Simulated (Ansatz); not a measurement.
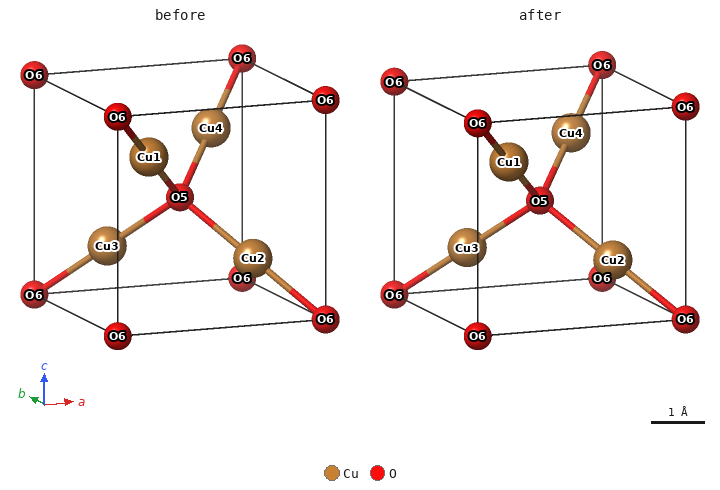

Left: a crystal of Cu$_{2}$O (built on the database structure type) at its r2SCAN-relaxed geometry. Right: the same structure after one change, at the same scale. A ball-and-stick model of the cell of the calculation, seen slightly off an axis.

Theory: DFT, r2SCAN, plane waves, PAW (Ansatz 0.2.0). (plane-wave cutoff 500 eV; k-point mesh 6 × 6 × 6; occupations fixed; no spin polarisation)

Q: What was changed?

A: The cell is strained by −3.0 % along c and none across it (volume −3.0 %). The atoms were relaxed with r2SCAN under that strain, and this is a single point on that geometry.

Q: How do the computed properties respond?

A: Energy change: +5.1 meV per atom. The pressure goes from 0.0 to 4.1 GPa. The principal stresses (compression positive) are 4.4 GPa along c and 4.0 GPa across it. All forces vanish by symmetry. Some distances before and after: Cu–O 1.839 → 1.820 Å. The space group (tolerance 0.01 Å) goes from Pn-3m (No. 224) to P4_2/nnm (No. 134).
